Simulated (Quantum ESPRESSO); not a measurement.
**Optical response of BAs**

Aim: the dielectric function of BAs, and the optical constants that follow from it.

Calculated with Quantum ESPRESSO 7.5; DFT, PBE, plane waves with norm-conserving potentials (PseudoDojo), scalar-relativistic, independent-particle optical response without local fields and without the non-local commutator.

### Step 1. The starting structure

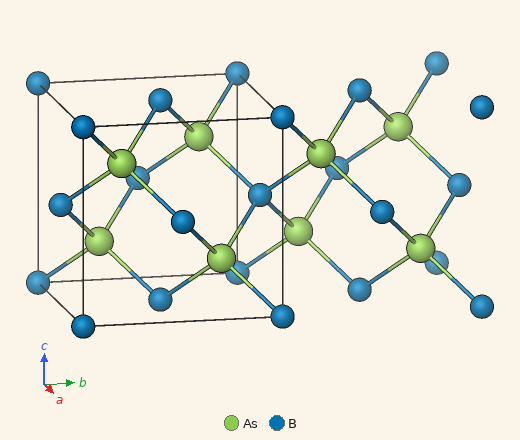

The starting structure, seen slightly off an axis (arsenic green, boron blue). 1×2×1 cells are drawn. This picture shows the conventional cell, with its axes. Bonds to atoms that aren't drawn are left out. Some periodic images of atoms are drawn too.

As a file:

```cif
data_structure
_symmetry_space_group_name_H-M 'F-43m'
_symmetry_Int_Tables_number 216
_cell_length_a 4.7770
_cell_length_b 4.7770
_cell_length_c 4.7770
_cell_angle_alpha 90.000
_cell_angle_beta 90.000
_cell_angle_gamma 90.000
_cell_volume 109.01
loop_
_atom_site_label
_atom_site_type_symbol
_atom_site_symmetry_multiplicity
_atom_site_Wyckoff_symbol
_atom_site_fract_x
_atom_site_fract_y
_atom_site_fract_z
_atom_site_occupancy
As1 As 4 c 0.25000 0.25000 0.25000 1
B1 B 4 a 0.00000 0.00000 0.00000 1
```

### Step 2. Ground state

First the ground state: is it a metal or has it a gap?

This step: DFT, PBE, plane waves with norm-conserving potentials (PseudoDojo), scalar-relativistic, ground state (Quantum ESPRESSO 7.5).

File scf.in:

```
&control
  calculation = 'scf'
  prefix = 'x'
  outdir = './tmp'
  pseudo_dir = './'
  verbosity = 'high'
/
&system
  ibrav = 0
  nat = 2
  ntyp = 2
  ecutwfc = 70
  occupations = 'smearing'
  smearing = 'fd'
  degauss = 0.003675
  nbnd = 13
/
&electrons
  conv_thr = 1e-09
  electron_maxstep = 100
/
ATOMIC_SPECIES
  As 1.0 As.upf
  B 1.0 B.upf
CELL_PARAMETERS angstrom
  0.000000000000 2.388500000000 2.388500000000
  2.388500000000 0.000000000000 2.388500000000
  2.388500000000 2.388500000000 0.000000000000
ATOMIC_POSITIONS crystal
  As 0.750000000000 0.750000000000 0.750000000000
  B 0.000000000000 0.000000000000 0.000000000000
K_POINTS automatic
  8 8 8 0 0 0
```

The run is started by

```sh
$ mpirun -n 4 pw.x -nk 4 -in scf.in
```

Output:

```text
for quantum simulation of materials; please cite

     using ibrav=0 with symmetry is DISCOURAGED, use correct ibrav instead

     G-vector sticks info
     --------------------
     sticks:   dense  smooth     PW     G-vecs:    dense   smooth      PW
     Sum         769     769    241                14361    14361    2445

     Using Slab Decomposition

     bravais-lattice index     =            0
     lattice parameter (alat)  =       6.3832  a.u.
     unit-cell volume          =     183.9087 (a.u.)^3
     number of atoms/cell      =            2
     number of atomic types    =            2
     number of electrons       =        18.00
     number of Kohn-Sham states=           13
     kinetic-energy cutoff     =      70.0000  Ry
     charge density cutoff     =     280.0000  Ry
     scf convergence threshold =      1.0E-09
     mixing beta               =       0.7000
     number of iterations used =            8  plain     mixing
     Exchange-correlation= PBE
                           (   1   4   3   4   0   0   0)

     celldm(1)=   6.383210  celldm(2)=   0.000000  celldm(3)=   0.000000
     celldm(4)=   0.000000  celldm(5)=   0.000000  celldm(6)=   0.000000

     crystal axes: (cart. coord. in units of alat)
               a(1) = (   0.000000   0.707107   0.707107 )
               a(2) = (   0.707107   0.000000   0.707107 )
               a(3) = (   0.707107   0.707107   0.000000 )

     reciprocal axes: (cart. coord. in units 2 pi/alat)
               b(1) = ( -0.707107  0.707107  0.707107 )
               b(2) = (  0.707107 -0.707107  0.707107 )
               b(3) = (  0.707107  0.707107 -0.707107 )

     ./As.upf
     Pseudo is Norm-conserving + core correction, Zval = 15.0
     Generated using ONCVPSP code by D. R. Hamann
     Using radial grid of 1358 points,  6 beta functions with:
                l(1) =   0
                l(2) =   0
                l(3) =   1
                l(4) =   1
                l(5) =   2
                l(6) =   2

     ./B.upf
     Pseudo is Norm-conserving + core correction, Zval =  3.0
     Generated using ONCVPSP code by D. R. Hamann
     Using radial grid of 1534 points,  4 beta functions with:
                l(1) =   0
                l(2) =   0
                l(3) =   1
                l(4) =   1

     atomic species   valence    mass     pseudopotential
     As               15.00     1.00000     As( 1.00)
     B                 3.00     1.00000     B ( 1.00)

     24 Sym. Ops. (no inversion) found

                                    s                        frac. trans.

     [... symmetry matrices left out ...]
   Cartesian axes

     site n.     atom                  positions (alat units)
         1        As     tau(   1) = (   1.0606602   1.0606602   1.0606602  )
         2        B      tau(   2) = (   0.0000000   0.0000000   0.0000000  )

   Crystallographic axes

     site n.     atom                  positions (cryst. coord.)
         1        As     tau(   1) = (  0.7500000  0.7500000  0.7500000  )
         2        B      tau(   2) = (  0.0000000  0.0000000  0.0000000  )

     number of k points=    29  Fermi-Dirac smearing, width (Ry)=  0.0037
                       cart. coord. in units 2pi/alat
        k(    1) = (   0.0000000   0.0000000   0.0000000), wk =   0.0039062
        k(    2) = (   0.0883883   0.0883883  -0.0883883), wk =   0.0312500
        k(    3) = (   0.1767767   0.1767767  -0.1767767), wk =   0.0312500
        k(    4) = (   0.2651650   0.2651650  -0.2651650), wk =   0.0312500
        k(    5) = (  -0.3535534  -0.3535534   0.3535534), wk =   0.0156250
        k(    6) = (   0.1767767   0.0000000   0.0000000), wk =   0.0234375
        k(    7) = (   0.2651650   0.0883883  -0.0883883), wk =   0.0937500
        k(    8) = (   0.3535534   0.1767767  -0.1767767), wk =   0.0937500
        k(    9) = (  -0.2651650  -0.4419417   0.4419417), wk =   0.0937500
        k(   10) = (  -0.1767767  -0.3535534   0.3535534), wk =   0.0937500
        k(   11) = (  -0.0883883  -0.2651650   0.2651650), wk =   0.0937500
        k(   12) = (   0.0000000  -0.1767767   0.1767767), wk =   0.0468750
        k(   13) = (   0.3535534   0.0000000   0.0000000), wk =   0.0234375
        k(   14) = (   0.4419417   0.0883883  -0.0883883), wk =   0.0937500
        k(   15) = (  -0.1767767  -0.5303301   0.5303301), wk =   0.0937500
        k(   16) = (  -0.0883883  -0.4419417   0.4419417), wk =   0.0937500
[...]
cryst. coord.
[...]
k(   22) = (   0.1250000   0.2500000   0.3750000), wk =   0.0937500
        k(   23) = (   0.1250000   0.2500000  -0.5000000), wk =   0.1875000
        k(   24) = (   0.1250000   0.2500000  -0.3750000), wk =   0.0937500
        k(   25) = (   0.1250000   0.3750000  -0.5000000), wk =   0.0937500
        k(   26) = (   0.1250000   0.3750000  -0.3750000), wk =   0.1875000
        k(   27) = (   0.1250000   0.3750000  -0.2500000), wk =   0.0937500
        k(   28) = (   0.1250000  -0.5000000  -0.3750000), wk =   0.0468750
        k(   29) = (   0.2500000  -0.5000000  -0.2500000), wk =   0.0234375

     Dense  grid:    14361 G-vectors     FFT dimensions: (  36,  36,  36)

     Initial potential from superposition of free atoms

     starting charge      17.9995, renormalised to      18.0000
     Starting wfcs are   13 randomized atomic wfcs

     Self-consistent Calculation

     iteration #  1     ecut=    70.00 Ry     beta= 0.70
     Davidson diagonalization with overlap

            45 MiB given to the printing process from OS
            15 MiB allocation reported by mallinfo(arena+hblkhd)
------------------
     ethr =  1.00E-02,  avg # of iterations =  3.8

     Threshold (ethr) on eigenvalues was too large:
     Diagonalizing with lowered threshold

     Davidson diagonalization with overlap

            47 MiB given to the printing process from OS
            17 MiB allocation reported by mallinfo(arena+hblkhd)
------------------
     ethr =  8.38E-04,  avg # of iterations =  1.2

     total energy              =    -217.96620007 Ry
     estimated scf accuracy    <       0.15332051 Ry

     iteration #  2     ecut=    70.00 Ry     beta= 0.70
     Davidson diagonalization with overlap

            52 MiB given to the printing process from OS
            19 MiB allocation reported by mallinfo(arena+hblkhd)
------------------
     ethr =  8.52E-04,  avg # of iterations =  2.1

     total energy              =    -218.00152745 Ry
     estimated scf accuracy    <       0.04593048 Ry

     iteration #  3     ecut=    70.00 Ry     beta= 0.70
     Davidson diagonalization with overlap

            53 MiB given to the printing process from OS
            20 MiB allocation reported by mallinfo(arena+hblkhd)
------------------
     ethr =  2.55E-04,  avg # of iterations =  2.1

     total energy              =    -218.01053318 Ry
     estimated scf accuracy    <       0.00051842 Ry

     iteration #  4     ecut=    70.00 Ry     beta= 0.70
     Davidson diagonalization with overlap

            53 MiB given to the printing process from OS
            20 MiB allocation reported by mallinfo(arena+hblkhd)
------------------
     ethr =  2.88E-06,  avg # of iterations =  4.4

     total energy              =    -218.01060340 Ry
     estimated scf accuracy    <       0.00002242 Ry

     iteration #  5     ecut=    70.00 Ry     beta= 0.70
     Davidson diagonalization with overlap

            54 MiB given to the printing process from OS
            21 MiB allocation reported by mallinfo(arena+hblkhd)
------------------
     ethr =  1.25E-07,  avg # of iterations =  2.6

     total energy              =    -218.01060952 Ry
     estimated scf accuracy    <       0.00000026 Ry

     iteration #  6     ecut=    70.00 Ry     beta= 0.70
     Davidson diagonalization with overlap

            54 MiB given to the printing process from OS
            21 MiB allocation reported by mallinfo(arena+hblkhd)
------------------
     ethr =  1.43E-09,  avg # of iterations =  3.4

     total energy              =    -218.01060967 Ry
     estimated scf accuracy    <          8.1E-09 Ry

     iteration #  7     ecut=    70.00 Ry     beta= 0.70
     Davidson diagonalization with overlap

            55 MiB given to the printing process from OS
            22 MiB allocation reported by mallinfo(arena+hblkhd)
------------------
     ethr =  4.48E-11,  avg # of iterations =  2.5

     End of self-consistent calculation

          k = 0.0000 0.0000 0.0000 (  1837 PWs)   bands (ev):

   -24.5972 -24.5972 -24.5972 -24.5742 -24.5742  -4.0541  11.3444  11.3444
    11.3444  14.6369  14.6369  14.6369  16.0299

     occupation numbers
     1.0000   1.0000   1.0000   1.0000   1.0000   1.0000   1.0000   1.0000
     1.0000   0.0000   0.0000   0.0000   0.0000

          k = 0.0884 0.0884-0.0884 (  1829 PWs)   bands (ev):

   -24.5948 -24.5948 -24.5947 -24.5736 -24.5736  -3.7983   9.3829  10.9076
    10.9076  14.7506  15.2143  15.2143  17.3125

     occupation numbers
     1.0000   1.0000   1.0000   1.0000   1.0000   1.0000   1.0000   1.0000
     1.0000   0.0000   0.0000   0.0000   0.0000

          k = 0.1768 0.1768-0.1768 (  1829 PWs)   bands (ev):

   -24.5922 -24.5917 -24.5917 -24.5742 -24.5742  -3.0535   6.4126  10.1979
    10.1979  14.4214  16.0166  16.0166  19.2653

     occupation numbers
     1.0000   1.0000   1.0000   1.0000   1.0000   1.0000   1.0000   1.0000
     1.0000   0.0000   0.0000   0.0000   0.0000

          k = 0.2652 0.2652-0.2652 (  1838 PWs)   bands (ev):

   -24.5926 -24.5911 -24.5911 -24.5739 -24.5739  -1.9479   3.8351   9.6987
     9.6987  14.1437  16.2005  16.2005  20.2141

     occupation numbers
     1.0000   1.0000   1.0000   1.0000   1.0000   1.0000   1.0000   1.0000
     1.0000   0.0000   0.0000   0.0000   0.0000

     [... further k points left out ...]

     the Fermi energy is    11.9324 ev

!    total energy              =    -218.01060967 Ry
     estimated scf accuracy    <          2.7E-10 Ry
     smearing contrib. (-TS)   =      -0.00000001 Ry
     internal energy E=F+TS    =    -218.01060967 Ry

     The total energy is F=E-TS. E is the sum of the following terms:
     one-electron contribution =    -102.10760195 Ry
     hartree contribution      =      60.94993517 Ry
     xc contribution           =     -50.01082013 Ry
     ewald contribution        =    -126.84212275 Ry

     convergence has been achieved in   7 iterations

     XML data file, charge density, pseudopotentials, collected wavefunctions

                                        0.00s GPU  (     248 calls)

=------------------------------------------------------------------------------=
   JOB DONE.
=------------------------------------------------------------------------------=
```

It took 3 s on 4 MPI ranks of Arm Neoverse V2, shared host; peak memory 0.05 GiB.

Numbers from this step:

| Item | Value |
| --- | --- |
| total energy | -218.0 Ry |
| gap on the k-mesh | 1.211 eV |
| direct gap on the mesh | 3.293 eV |

There is a gap, 1.21 eV on this mesh (points off the mesh can give less), so no carriers' term is needed.

[end of part 1 of 3]

[Machine, clock, banner and «Message from routine» lines are left out of the logs.]

[Logs are printed without paths, hosts, clocks, repeated set-up lines and the standing remarks that a program may print on its own settings, such as how far it seeks lower states.]

[Hosts, paths, dates, database ids (printed as entryN), source tags and the programs' standing remarks are cut or masked in the printed files.]
